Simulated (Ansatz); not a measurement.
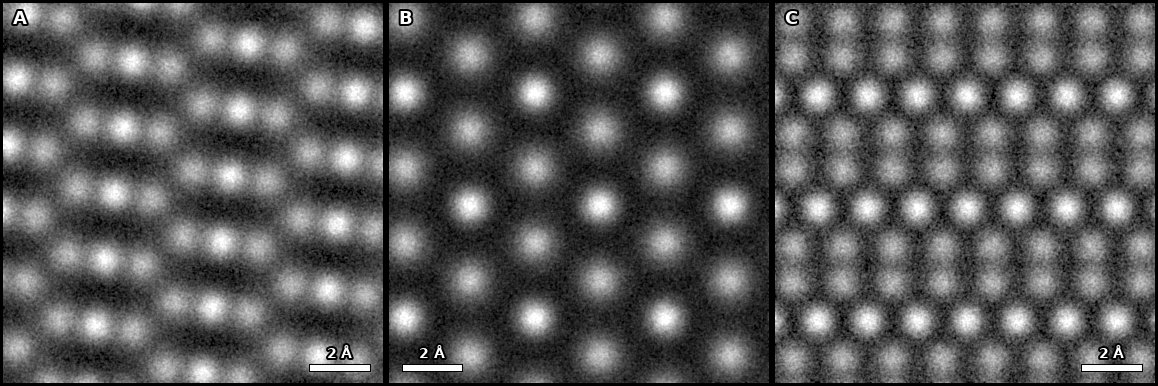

Three views of Al2Cu (P6/mmm, No. 191) along different zone axes. Simulated as the projected potential of neutral atoms (B = 0.8 Å²) blurred by a 0.59 Å probe, the thin-sample limit of integrated differential phase contrast. The display is stretched by a gamma of 0.65; percentages refer to the linear signal. Shot noise was added. Structure used: the geometry relaxed with Ansatz, DFT r2SCAN, scalar-relativistic, plane waves, PAW; the starting structure was generated, so it need not be a known form of this composition.

```cif
data_structure
_symmetry_space_group_name_H-M 'P6/mmm'
_symmetry_Int_Tables_number 191
_cell_length_a 4.4488
_cell_length_b 4.4488
_cell_length_c 2.6477
_cell_angle_alpha 90.000
_cell_angle_beta 90.000
_cell_angle_gamma 120.000
_cell_volume 45.38
loop_
_atom_site_label
_atom_site_type_symbol
_atom_site_symmetry_multiplicity
_atom_site_Wyckoff_symbol
_atom_site_fract_x
_atom_site_fract_y
_atom_site_fract_z
_atom_site_occupancy
Al1 Al 2 d 0.33333 0.66667 0.50000 1
Cu1 Cu 1 a 0.00000 0.00000 0.00000 1
```

**Match the panels to the zone axes [001], [101] and [102].**

A is [101]: projected cell 2.28 × 4.02 Å, 106°, plane group c2mm. B is [001]: projected cell 4.45 × 4.45 Å, 120°, plane group p6mm. C is [102]: projected cell 1.70 × 3.85 Å, 90°, plane group p2mm.
